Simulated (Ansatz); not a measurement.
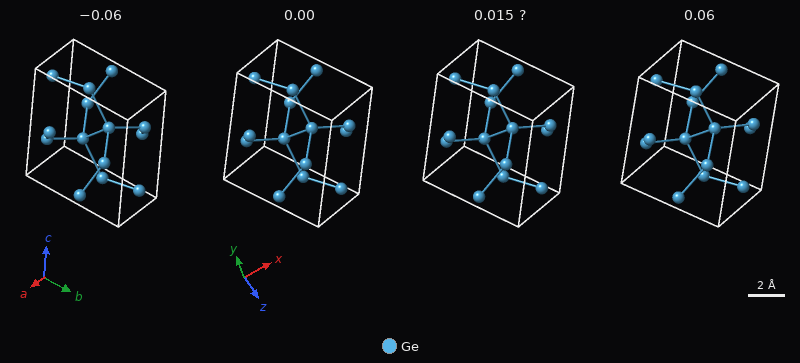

Solid Ge (Ia-3): the cell is strained along x and oppositely along y, with the atoms kept at their fractional coordinates. x, y and z are the Cartesian axes of the input. The picture is a ball-and-stick view of the cell of the calculation, seen slightly off an axis.

Method: DFT PBEsol, scalar-relativistic, plane waves, PAW (Ansatz 0.2.0). Settings: plane-wave cutoff 420 eV; k-point mesh 8 × 8 × 8; occupations gaussian; smearing width 0.15 eV; no spin polarisation. Energies (free energies at the smearing named) are counted from the relaxed crystal.

```json
{"strain": "−0.060", "ΔE (meV/atom)": "48.1"}
{"strain": "−0.030", "ΔE (meV/atom)": "12.6"}
{"strain": "0.000", "ΔE (meV/atom)": "0.0"}
{"strain": "0.015", "ΔE (meV/atom)": "?"}
{"strain": "0.045", "ΔE (meV/atom)": "28.6"}
{"strain": "0.060", "ΔE (meV/atom)": "50.5"}
```

One row is withheld. What is its energy?

Answer. A straight line between the two neighbours gives 9.5 meV/atom. A cubic through the four nearest rows (−0.030, 0.000, 0.045, 0.060) gives, with Lagrange weights, (−0.1000)(12.6) + (0.7500)(0.0) + (0.6000)(28.6) + (−0.2500)(50.5) = 3.3 meV/atom. The calculation gives 3.2 meV/atom, so the cubic is 0.1 meV/atom too high and the straight line 6.3 meV/atom too high, as the curve bends upwards here.

The whole profile:

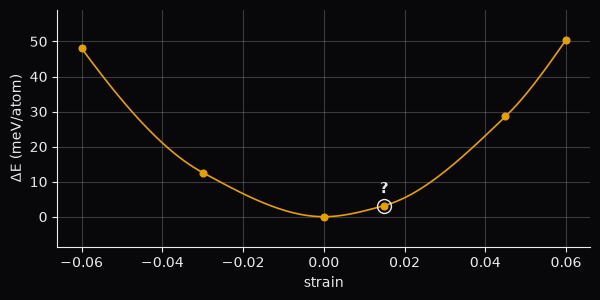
